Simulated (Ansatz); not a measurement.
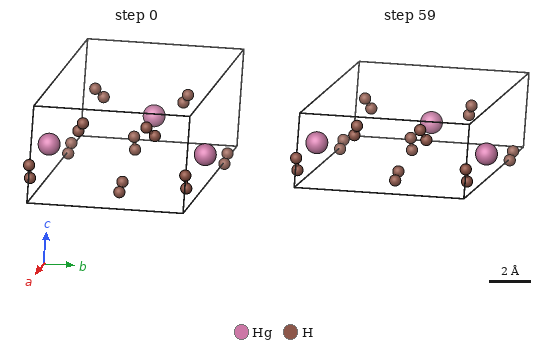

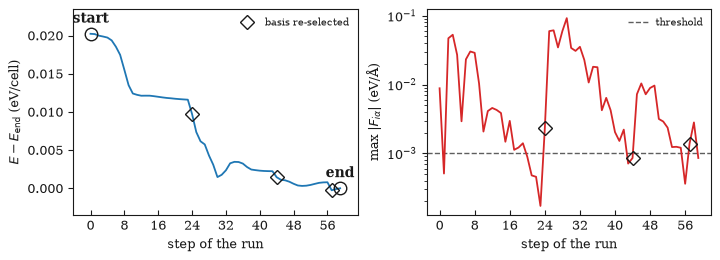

First and last geometry of a relaxation of crystalline HgH$_{8}$ (a generated structure, set up in Cm), with the history of the run. A ball-and-stick model of the conventional cell (2 times the calculation's cell), seen slightly off an axis. Lengths and directions refer to the drawn axes.

Method: Ansatz 0.2.0, DFT PBE, scalar-relativistic, plane waves, PAW. Settings: plane-wave cutoff 420 eV; k-point mesh 4 × 4 × 6; occupations fixed; no spin polarisation; cell and atoms relaxed; force threshold 0.001 eV/Å; at most 60 steps.

Did the run converge, and what did it change?

Answer. The relaxation stopped without meeting its thresholds, so the last structure isn't shown to be converged. After 56 accepted moves (59 points after the start) the energy has fallen by 20.2 meV per cell of the calculation. Largest force component: 0.0088 eV/Å at the start, 0.00086 eV/Å at the end. Pressure: 0.01 GPa at the start and 0.00 GPa at the end. At 3 points the geometry stayed and the basis and grid were re-selected for the new cell (energy shift of 1.9 meV per cell of the calculation at most each time). The largest moves relative to the cell, 0.29 Å, are those of H atoms. By element the largest moves are H 0.29 Å, Hg 0.28 Å. The drawn cell changes as follows: a 11.742 → 13.028 Å (+11.0 %), b 7.885 → 8.564 Å (+8.6 %), c 4.785 → 3.669 Å (−23.3 %), β 108.4° → 104.3°; the volume changes by −5.6 %. The space group stays Cm (No. 8).

```json
{"step": "0", "E − E(0), meV/atom": "0.00", "largest force component, eV/Å": "0.0088", "pressure, GPa": "0.01", "volume, Å³/atom": "23.352", "note": ""}
{"step": "1", "E − E(0), meV/atom": "0.00", "largest force component, eV/Å": "0.0005", "pressure, GPa": "0.01", "volume, Å³/atom": "23.360", "note": ""}
{"step": "2", "E − E(0), meV/atom": "-0.03", "largest force component, eV/Å": "0.0470", "pressure, GPa": "-0.02", "volume, Å³/atom": "23.463", "note": ""}
{"step": "3", "E − E(0), meV/atom": "-0.04", "largest force component, eV/Å": "0.0529", "pressure, GPa": "-0.03", "volume, Å³/atom": "23.567", "note": ""}
{"step": "4", "E − E(0), meV/atom": "-0.06", "largest force component, eV/Å": "0.0270", "pressure, GPa": "-0.02", "volume, Å³/atom": "23.637", "note": ""}
{"step": "5", "E − E(0), meV/atom": "-0.10", "largest force component, eV/Å": "0.0029", "pressure, GPa": "-0.02", "volume, Å³/atom": "23.596", "note": ""}
{"step": "6", "E − E(0), meV/atom": "-0.19", "largest force component, eV/Å": "0.0232", "pressure, GPa": "-0.01", "volume, Å³/atom": "23.471", "note": ""}
{"step": "7", "E − E(0), meV/atom": "-0.31", "largest force component, eV/Å": "0.0302", "pressure, GPa": "-0.01", "volume, Å³/atom": "23.298", "note": ""}
{"step": "8", "E − E(0), meV/atom": "-0.52", "largest force component, eV/Å": "0.0289", "pressure, GPa": "0.00", "volume, Å³/atom": "22.972", "note": ""}
{"step": "9", "E − E(0), meV/atom": "-0.75", "largest force component, eV/Å": "0.0104", "pressure, GPa": "0.01", "volume, Å³/atom": "22.633", "note": ""}
{"step": "10", "E − E(0), meV/atom": "-0.87", "largest force component, eV/Å": "0.0021", "pressure, GPa": "0.00", "volume, Å³/atom": "22.442", "note": ""}
{"step": "13", "E − E(0), meV/atom": "-0.90", "largest force component, eV/Å": "0.0043", "pressure, GPa": "0.00", "volume, Å³/atom": "22.405", "note": ""}
{"step": "15", "E − E(0), meV/atom": "-0.91", "largest force component, eV/Å": "0.0015", "pressure, GPa": "0.00", "volume, Å³/atom": "22.400", "note": ""}
{"step": "18", "E − E(0), meV/atom": "-0.93", "largest force component, eV/Å": "0.0012", "pressure, GPa": "0.00", "volume, Å³/atom": "22.363", "note": ""}
{"step": "20", "E − E(0), meV/atom": "-0.95", "largest force component, eV/Å": "0.0009", "pressure, GPa": "0.00", "volume, Å³/atom": "22.344", "note": ""}
{"step": "23", "E − E(0), meV/atom": "-0.96", "largest force component, eV/Å": "0.0002", "pressure, GPa": "0.00", "volume, Å³/atom": "22.322", "note": ""}
{"step": "25", "E − E(0), meV/atom": "-1.43", "largest force component, eV/Å": "0.0597", "pressure, GPa": "-0.02", "volume, Å³/atom": "22.009", "note": ""}
{"step": "28", "E − E(0), meV/atom": "-1.77", "largest force component, eV/Å": "0.0598", "pressure, GPa": "-0.02", "volume, Å³/atom": "21.765", "note": ""}
{"step": "31", "E − E(0), meV/atom": "-2.05", "largest force component, eV/Å": "0.0308", "pressure, GPa": "-0.01", "volume, Å³/atom": "21.625", "note": ""}
{"step": "33", "E − E(0), meV/atom": "-1.88", "largest force component, eV/Å": "0.0228", "pressure, GPa": "0.00", "volume, Å³/atom": "21.990", "note": ""}
{"step": "36", "E − E(0), meV/atom": "-1.89", "largest force component, eV/Å": "0.0178", "pressure, GPa": "-0.01", "volume, Å³/atom": "22.030", "note": ""}
{"step": "38", "E − E(0), meV/atom": "-1.98", "largest force component, eV/Å": "0.0064", "pressure, GPa": "0.00", "volume, Å³/atom": "21.906", "note": ""}
{"step": "41", "E − E(0), meV/atom": "-2.00", "largest force component, eV/Å": "0.0015", "pressure, GPa": "0.00", "volume, Å³/atom": "21.875", "note": ""}
{"step": "44", "E − E(0), meV/atom": "-2.09", "largest force component, eV/Å": "0.0009", "pressure, GPa": "0.00", "volume, Å³/atom": "21.870", "note": "same geometry, new basis"}
{"step": "46", "E − E(0), meV/atom": "-2.13", "largest force component, eV/Å": "0.0104", "pressure, GPa": "0.00", "volume, Å³/atom": "21.968", "note": ""}
{"step": "49", "E − E(0), meV/atom": "-2.21", "largest force component, eV/Å": "0.0097", "pressure, GPa": "0.00", "volume, Å³/atom": "21.885", "note": ""}
{"step": "51", "E − E(0), meV/atom": "-2.21", "largest force component, eV/Å": "0.0029", "pressure, GPa": "0.00", "volume, Å³/atom": "21.885", "note": ""}
{"step": "54", "E − E(0), meV/atom": "-2.17", "largest force component, eV/Å": "0.0012", "pressure, GPa": "0.00", "volume, Å³/atom": "21.959", "note": ""}
{"step": "56", "E − E(0), meV/atom": "-2.16", "largest force component, eV/Å": "0.0004", "pressure, GPa": "0.00", "volume, Å³/atom": "21.975", "note": ""}
{"step": "59", "E − E(0), meV/atom": "-2.25", "largest force component, eV/Å": "0.0009", "pressure, GPa": "0.00", "volume, Å³/atom": "22.039", "note": ""}
```
